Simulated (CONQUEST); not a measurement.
**ZrB2: 7 runs along one coordinate**

System: ZrB2 (6 atoms in the cell).
Method: Kohn-Sham DFT of a periodic cell, PBE, PseudoDojo NC PBE, no spin polarisation (CONQUEST 1.3).

The 7 runs differ only in the geometry, by an even scaling of the cell at fixed fractional positions. The structure derives from an entry of the Crystallography Open Database.

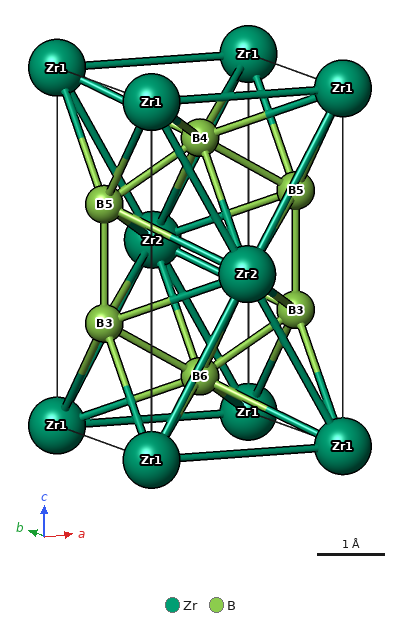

Figure 1. The structure of run 4 (ball-and-stick view of the cell of the calculation, seen slightly off an axis; atoms are numbered from 1 in the order of the input).

**Input of run 4**
```
IO.Title ZrB2
IO.Coordinates coords.dat
IO.FractionalAtomicCoords T
IO.Iprint 2
IO.Iprint_init 1
General.NumberOfSpecies 2
General.PseudopotentialType hamann
AtomMove.TypeOfRun static
AtomMove.FullStress T
Grid.PointsAlongX 32
Grid.PointsAlongY 36
Grid.PointsAlongZ 60
DM.SolutionMethod diagon
Diag.MPMesh T
Diag.GammaCentred T
Diag.MPMeshX 5
Diag.MPMeshY 5
Diag.MPMeshZ 3
Diag.kT 0.00183747
minE.SCTolerance 1e-6
SC.MaxIters 100
IO.AtomChargeOutput T
%block ChemicalSpeciesLabel
1 91.220 Zr
2 10.810 B
%endblock
```

Command:
```bash
Conquest
```

Lattice vectors (Å) and fractional positions of run 4:
```
   3.170000    0.000000    0.000000
   0.000000    3.533000    0.000000
   0.000000    0.000000    5.490601
Zr  0.000000  0.000000  0.000000
Zr  0.500000  0.000000  0.500000
B   0.000000  0.500000  0.333333
B   0.500000  0.500000  0.833333
B   0.000000  0.500000  0.666667
B   0.500000  0.500000  0.166667
```

Run 6 has the same physical settings and fractional positions; its lattice vectors (Å) are:
```
   3.211715    0.000000    0.000000
   0.000000    3.579492    0.000000
   0.000000    0.000000    5.562854
```

**Results, with one run withheld**

```tsv
run	volume per atom (Å³)	free energy per atom, from the lowest run given (meV)	pressure (GPa)
1	9.634	41.33	19.97
2	9.839	19.89	13.61
3	10.044	6.30	7.68
4	10.249	0.00	2.39
5	10.454	0.00	−2.28
6	10.659	?	?
7	10.864	16.93	−10.60
```

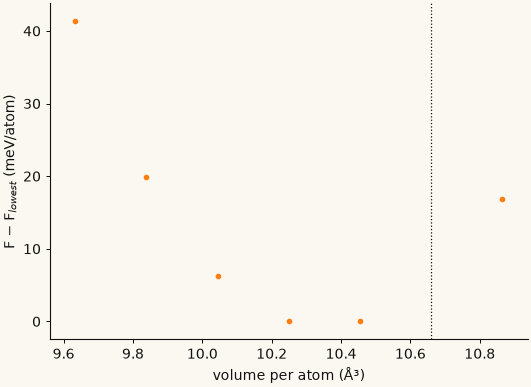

Figure 2. Free energy per atom of the runs given; the dotted line marks run 6.

Fit the runs given and predict run 6.

A cubic polynomial in V^(−2/3) (the Birch–Murnaghan form), fitted to the 6 runs given, misses them by at most 0.04 meV per atom. With x = V^(−2/3) − 0.21307 Å⁻², it reads F = 1.6886 + 1975.9 x + 3.9684e+05 x² + 2.5982e+05 x³ (meV per atom). At run 6 it gives 5.86 meV per atom, and the run itself gives 5.78. The slope of the fit gives a pressure −dF/dV of −6.68 GPa there, and the run prints −6.62 GPa. The two needn't agree exactly: the fit is approximate, and the printed stress is taken on a finite basis. The fit has its minimum at 10.349 Å³ per atom, where V d²F/dV² gives 241 GPa. Cell shape and fractional positions are held, so this is the stiffness under even scaling; the relaxed bulk modulus wasn't computed.

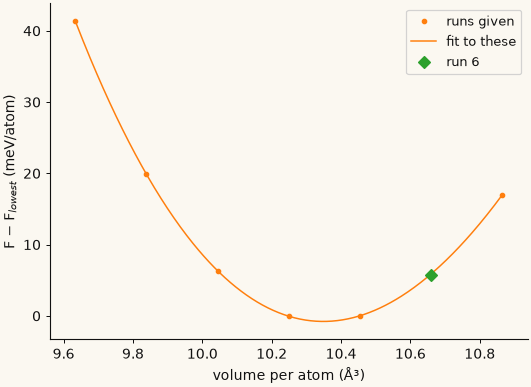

Figure 3. The fit and the withheld run.

**Some lines of the output (run 6)**
```
[...]
          DFT Total Energy                 :      -113.156109709228787 Ha
          Free Energy (E-TS)               :      -113.185523404171889 Ha
          DFT Total Energy                 :      -113.184835931149252 Ha
          Free Energy (E-TS)               :      -113.185359938536664 Ha
          DFT Total Energy                 :      -113.185051985203614 Ha
          Free Energy (E-TS)               :      -113.185298874437180 Ha
          DFT Total Energy                 :      -113.185154356638819 Ha
          Free Energy (E-TS)               :      -113.185298743613899 Ha
          DFT Total Energy                 :      -113.185157264950405 Ha
          Free Energy (E-TS)               :      -113.185298916105495 Ha
          DFT Total Energy                 :      -113.185157513533369 Ha
      | Free Energy as E-TS      =      -113.185298916105495 Ha
      |* DFT total energy        =      -113.185157513533369 Ha
    force: Average pressure:     -6.62280683 GPa
```

Notes: With a small basis of atomic orbitals these values can differ much from converged plane-wave results.
